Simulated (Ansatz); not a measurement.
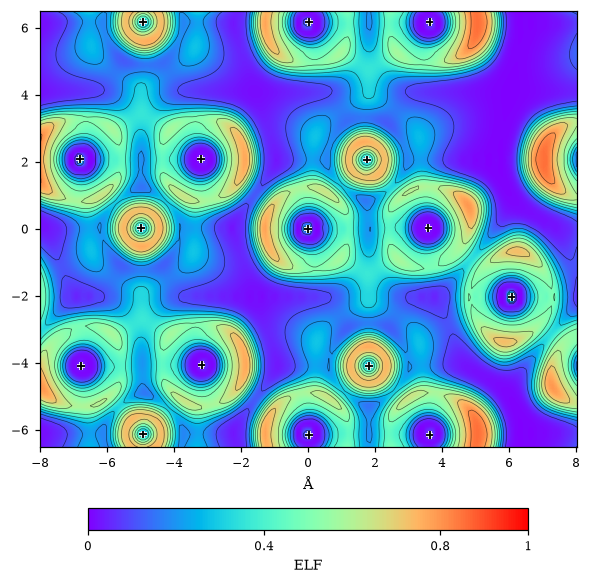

The ELF on a plane through atoms (crosses mark nuclei in the plane).

All numbers below come from Ansatz, DFT PBE, scalar-relativistic, plane waves, PAW.

Candidates:
A. HgTe, a = 6.66 Å, b = 6.66 Å, c = 6.66 Å, α = 90.00°, β = 90.00°, γ = 90.00°. Space group F-43m; a generated structure, not necessarily the stable one; changed on purpose from its base cell (volume × 1.000 of the coarse rest volume).
B. Te₁₇Mo₈ (cell charge −1, with a compensating background) (cell with a defect), a = 7.11 Å, b = 7.11 Å, c = 15.33 Å, α = 90.00°, β = 90.00°, γ = 120.00°. Spin-polarised.

> Which system is this?

Candidate B: Te₁₇Mo₈ on the (110) plane of the calculation cell, which holds Te and Mo. Te–Mo (2.70 Å): the ELF is about 0.55 at the midpoint. Te–Mo (2.73 Å): the ELF is about 0.55 at the midpoint.
